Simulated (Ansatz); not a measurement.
**Geometry relaxation, with input and output: W₁₅S₂₈ (part 4 of 4)**

W₁₅S₂₈ (defect cell, 43 atoms in the cell); DFT PBE+D3(BJ), scalar-relativistic, plane waves, PAW, no spin polarisation (Ansatz 0.2.0); cutoff 420 eV, 2×2×2 k-mesh, Gaussian smearing of 0.01 eV. The structure derives from a Materials Project entry. It belongs to a series of runs on one base structure; here: W interstitial, charge +0, atoms relaxed at the host's cell.

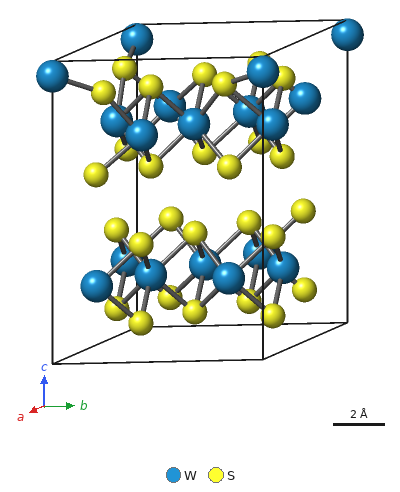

Figure 1. The geometry at step 14 of the log (ball-and-stick view of the cell of the calculation, seen slightly off an axis).

Trajectory as extended XYZ, continued
```
43
Lattice="7.8852 -2.7315 0.0000 -6.3082 -5.4630 0.0000 0.0000 0.0000 -12.1448" Properties=species:S:1:pos:R:3:forces:R:3 step=9 energy=-181075.80428
W    -3.1533   -3.6523   -3.0099    0.0334   0.0354   0.0520
W    -0.0093   -3.6376   -3.0099    0.0140  -0.0466   0.0520
W     6.3063   -3.6438   -3.0070   -0.0191  -0.0309  -0.0341
W     3.1541   -3.6420   -3.0489    0.0000   0.0000   0.0175
W     1.5795   -0.9112   -3.0070    0.0363  -0.0011  -0.0341
W     1.5764   -6.3711   -3.0070   -0.0172   0.0319  -0.0341
W    -1.5685   -6.3677   -3.0099   -0.0473   0.0112   0.0520
W    -1.5770   -4.5525   -8.9953    0.0000   0.0000   0.0033
W     1.5673   -4.5150   -8.9657    0.1691  -0.0086  -0.1906
W    -0.0457   -1.7174   -9.0874    0.0673  -0.4162   0.0051
W     4.7035   -4.5797   -8.9657   -0.0771   0.1507  -0.1906
W     3.1915   -1.8313   -8.9657   -0.0920  -0.1421  -0.1906
W    -4.7981   -4.6439   -9.0874    0.3268   0.2664   0.0051
W     0.1126   -7.2963   -9.0874   -0.3941   0.1499   0.0051
S    -3.1744   -3.6839  -10.5650   -0.1280  -0.0876  -0.0534
S    -0.0261   -3.6035  -10.5650   -0.0119   0.1546  -0.0534
S     5.9886   -3.9300  -10.9160    0.5922   0.2996   0.2874
S     3.1541   -3.6420  -10.5275    0.0000   0.0000  -0.0610
S     1.9862   -1.0433  -10.9160   -0.5556   0.3631   0.2874
S     1.4875   -5.9528  -10.9160   -0.0366  -0.6627   0.2874
S    -1.5306   -6.3702  -10.5650    0.1399  -0.0670  -0.0534
S    -1.5770   -4.5525   -4.5866    0.0000   0.0000   0.0197
S     1.5586   -4.5528   -4.5973    0.0001  -0.0020  -0.0052
S    -0.0011   -1.8164   -4.5816   -0.0062   0.0031   0.0354
S     4.7406   -4.5684   -4.5973    0.0017   0.0011  -0.0052
S     3.1631   -1.8049   -4.5973   -0.0018   0.0009  -0.0052
S    -4.7345   -4.5558   -4.5816    0.0004  -0.0069   0.0354
S     0.0045   -7.2854   -4.5816    0.0057   0.0038   0.0354
S    -3.1664   -3.6702   -7.4293   -0.1518  -0.1090  -0.0937
S    -0.0182   -3.6173   -7.4293   -0.0185   0.1859  -0.0937
S     6.3164   -3.6175   -7.4931   -0.0165   0.0443   0.1443
S     3.1541   -3.6420   -7.3843    0.0000   0.0000  -0.0903
S     1.5517   -0.9157   -7.4931   -0.0301  -0.0364   0.1443
S     1.5942   -6.3929   -7.4931    0.0466  -0.0079   0.1443
S    -1.5465   -6.3702   -7.4293    0.1703  -0.0770  -0.0937
S    -1.5770   -4.5525   -1.4220    0.0000   0.0000   0.0057
S     1.5821   -4.5266   -1.4624    0.0128   0.0064   0.0695
S     0.0001   -1.7837   -1.4056    0.0040   0.1139   0.0612
S     4.7062   -4.5611   -1.4624   -0.0120   0.0079   0.0695
S     3.1740   -1.8384   -1.4624   -0.0008  -0.0143   0.0695
S    -4.7635   -4.5711   -1.4056   -0.1007  -0.0535   0.0612
S     0.0323   -7.3028   -1.4056    0.0967  -0.0604   0.0612
W     0.0000    0.0000  -11.3254    0.0000   0.0000  -0.7288
43
Lattice="7.8852 -2.7315 0.0000 -6.3082 -5.4630 0.0000 0.0000 0.0000 -12.1448" Properties=species:S:1:pos:R:3:forces:R:3 step=14 energy=-181076.27628
W    -3.1503   -3.6462   -2.9962    0.0612   0.0844  -0.0299
W    -0.0055   -3.6432   -2.9962    0.0425  -0.0952  -0.0299
W     6.3007   -3.6434   -3.0209    0.0349  -0.0200   0.0196
W     3.1541   -3.6420   -3.0204    0.0000   0.0000   0.0358
W     1.5820   -0.9163   -3.0209   -0.0001   0.0402   0.0196
W     1.5796   -6.3664   -3.0209   -0.0347  -0.0202   0.0196
W    -1.5753   -6.3682   -2.9962   -0.1037   0.0108  -0.0299
W    -1.5770   -4.5525   -9.0257    0.0000   0.0000  -0.0699
W     1.5861   -4.5087   -8.9669   -0.0175   0.0481  -0.0961
W    -0.0079   -1.7569   -9.0975    0.0915   0.0178   0.0175
W     4.6886   -4.5666   -8.9669   -0.0329  -0.0392  -0.0961
W     3.1875   -1.8508   -8.9669    0.0504  -0.0088  -0.0961
W    -4.7827   -4.5915   -9.0975   -0.0612   0.0704   0.0175
W     0.0595   -7.3092   -9.0975   -0.0303  -0.0882   0.0175
S    -3.1745   -3.6592  -10.6023   -0.0093   0.0106   0.0442
S    -0.0047   -3.6157  -10.6023    0.0138   0.0027   0.0442
S     6.0902   -3.8036  -10.7726   -0.0569   0.0325  -0.0278
S     3.1541   -3.6420  -10.5696    0.0000   0.0000   0.0078
S     1.8259   -1.0185  -10.7726    0.0003  -0.0655  -0.0278
S     1.5461   -6.1040  -10.7726    0.0566   0.0330  -0.0278
S    -1.5519   -6.3826  -10.6023   -0.0045  -0.0133   0.0442
S    -1.5770   -4.5525   -4.5735    0.0000   0.0000   0.0280
S     1.5651   -4.5425   -4.5890    0.0005   0.0208  -0.0028
S    -0.0032   -1.8275   -4.5823   -0.0043  -0.0035  -0.0139
S     4.7285   -4.5679   -4.5890   -0.0183  -0.0100  -0.0028
S     3.1688   -1.8156   -4.5890    0.0178  -0.0108  -0.0028
S    -4.7240   -4.5520   -4.5823    0.0052  -0.0020  -0.0139
S    -0.0040   -7.2781   -4.5823   -0.0009   0.0055  -0.0139
S    -3.1806   -3.6921   -7.4687   -0.0003  -0.0229   0.0125
S    -0.0301   -3.5940   -7.4687   -0.0197   0.0117   0.0125
S     6.3280   -3.6302   -7.4905    0.0064   0.0095   0.0369
S     3.1541   -3.6420   -7.3861    0.0000   0.0000   0.0673
S     1.5569   -0.8992   -7.4905   -0.0114   0.0008   0.0369
S     1.5774   -6.3966   -7.4905    0.0050  -0.0103   0.0369
S    -1.5204   -6.3715   -7.4687    0.0200   0.0112   0.0125
S    -1.5770   -4.5525   -1.4069    0.0000   0.0000  -0.0390
S     1.5806   -4.5463   -1.4334    0.0145   0.0142  -0.0285
S    -0.0002   -1.7759   -1.4193   -0.0137   0.1140   0.0148
S     4.7240   -4.5525   -1.4334   -0.0195   0.0055  -0.0285
S     3.1577   -1.8272   -1.4334    0.0050  -0.0196  -0.0285
S    -4.7702   -4.5752   -1.4193   -0.0919  -0.0689   0.0148
S     0.0392   -7.3065   -1.4193    0.1056  -0.0451   0.0148
W     0.0000    0.0000  -11.5496    0.0000   0.0000   0.1308
43
Lattice="7.8852 -2.7315 0.0000 -6.3082 -5.4630 0.0000 0.0000 0.0000 -12.1448" Properties=species:S:1:pos:R:3:forces:R:3 step=18 energy=-181076.30012
W    -3.1528   -3.6423   -2.9952   -0.0013   0.0040  -0.0006
W    -0.0009   -3.6430   -2.9952    0.0041  -0.0009  -0.0006
W     6.3034   -3.6450   -3.0201    0.0035  -0.0027   0.0028
W     3.1541   -3.6420   -3.0166    0.0000   0.0000  -0.0097
W     1.5820   -0.9131   -3.0201    0.0006   0.0044   0.0028
W     1.5768   -6.3680   -3.0201   -0.0041  -0.0016   0.0028
W    -1.5774   -6.3723   -2.9952   -0.0028  -0.0031  -0.0006
W    -1.5770   -4.5525   -9.0319    0.0000   0.0000  -0.0027
W     1.5690   -4.5023   -8.9740   -0.0119   0.0049   0.0118
W     0.0103   -1.7519   -9.0943    0.0094  -0.0052  -0.0018
W     4.6916   -4.5846   -8.9740    0.0017  -0.0127   0.0118
W     3.2016   -1.8392   -8.9740    0.0101   0.0078   0.0118
W    -4.7962   -4.5782   -9.0943   -0.0002   0.0107  -0.0018
W     0.0547   -7.3276   -9.0943   -0.0092  -0.0055  -0.0018
S    -3.1770   -3.6646  -10.6028    0.0041  -0.0038   0.0008
S    -0.0081   -3.6109  -10.6028   -0.0053  -0.0016   0.0008
S     6.0324   -3.7206  -10.7795   -0.0084  -0.0142   0.0009
S     3.1541   -3.6420  -10.5653    0.0000   0.0000  -0.0016
S     1.7830   -1.1101  -10.7795    0.0165  -0.0002   0.0009
S     1.6469   -6.0954  -10.7795   -0.0081   0.0144   0.0009
S    -1.5460   -6.3821  -10.6028    0.0012   0.0054   0.0008
S    -1.5770   -4.5525   -4.5679    0.0000   0.0000  -0.0002
S     1.5664   -4.5416   -4.5880   -0.0020  -0.0020  -0.0023
S    -0.0011   -1.8277   -4.5827   -0.0009  -0.0037   0.0000
S     4.7270   -4.5672   -4.5880    0.0027  -0.0007  -0.0023
S     3.1689   -1.8173   -4.5880   -0.0007   0.0027  -0.0023
S    -4.7248   -4.5501   -4.5827    0.0037   0.0011   0.0000
S    -0.0053   -7.2797   -4.5827   -0.0028   0.0027   0.0000
S    -3.1785   -3.7051   -7.4696    0.0005  -0.0050  -0.0008
S    -0.0424   -3.5893   -7.4696   -0.0046   0.0021  -0.0008
S     6.3276   -3.6395   -7.4899   -0.0025  -0.0014  -0.0025
S     3.1541   -3.6420   -7.3885    0.0000   0.0000  -0.0046
S     1.5652   -0.8949   -7.4899    0.0025  -0.0015  -0.0025
S     1.5695   -6.3916   -7.4899    0.0001   0.0029  -0.0025
S    -1.5102   -6.3631   -7.4696    0.0041   0.0029  -0.0008
S    -1.5770   -4.5525   -1.4126    0.0000   0.0000  -0.0071
S     1.5814   -4.5463   -1.4319    0.0026  -0.0001   0.0052
S    -0.0002   -1.7648   -1.4156   -0.0001  -0.0018   0.0030
S     4.7236   -4.5519   -1.4319   -0.0013   0.0023   0.0052
S     3.1573   -1.8279   -1.4319   -0.0014  -0.0022   0.0052
S    -4.7797   -4.5808   -1.4156    0.0016   0.0008   0.0030
S     0.0488   -7.3120   -1.4156   -0.0015   0.0010   0.0030
W     0.0000    0.0000  -11.5372    0.0000   0.0000  -0.0231
```

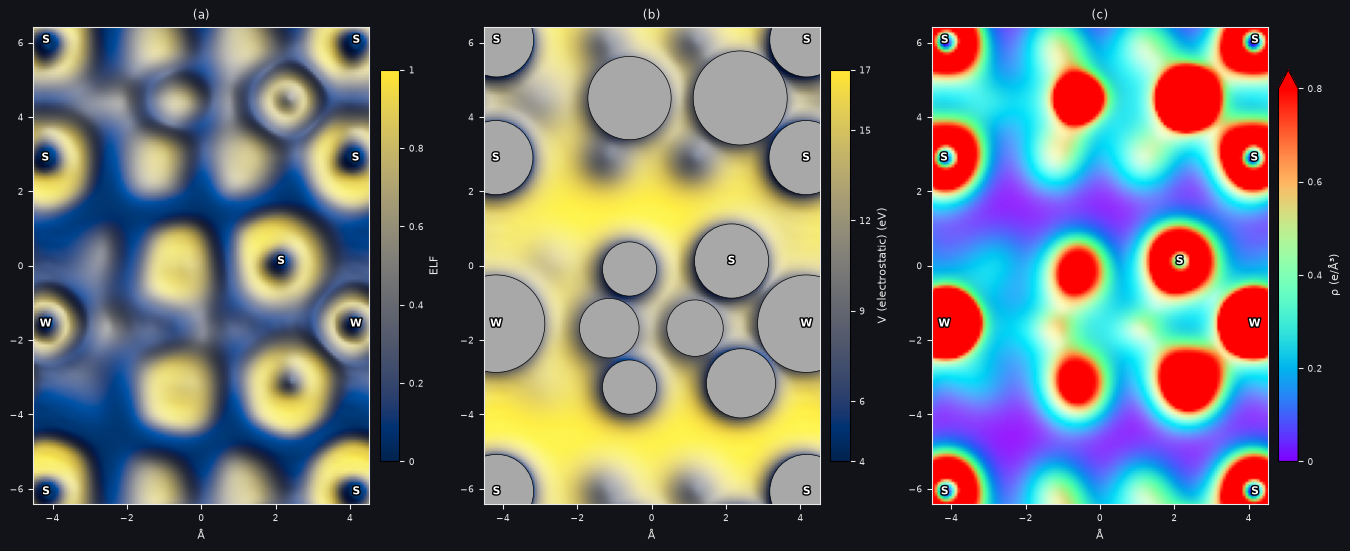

Figure 2. (a) electron localisation function; (b) electrostatic potential (local pseudopotential plus Hartree) felt by an electron; (c) valence electron density on the (100) plane of the calculation cell. Grey discs, where drawn, cover atomic cores. Atoms in the plane: W and S. Away from the nuclei the density in this plane falls to 0.02 e/Å³ at its lowest. The strong features right at W lie inside the PAW spheres (semicore, d or f shells) and say nothing about bonding. Outside the cores the potential energy rises away from the atoms and is highest about 1.9 Å from the nearest atoms; outside the discs it spans about 12 eV, and its zero is arbitrary. The fields are those of the smooth PAW valence density.

Key numbers

```tsv
quantity	value
outcome	converged
electrons treated	378
free energy	−181076.3001 eV
Fermi energy	13.242 eV
gap on the k-point mesh	0.15 eV
final volume	732.43 Å³
largest force (length of the vector) at the end	0.023 eV/Å
hardware	4 threads of Arm Neoverse N1, 54 GiB of memory available, shared host
wall time	10 min (CPU time 40 min)
peak memory	3.2 GiB
```

Spin–orbit coupling is left out, which matters for W.
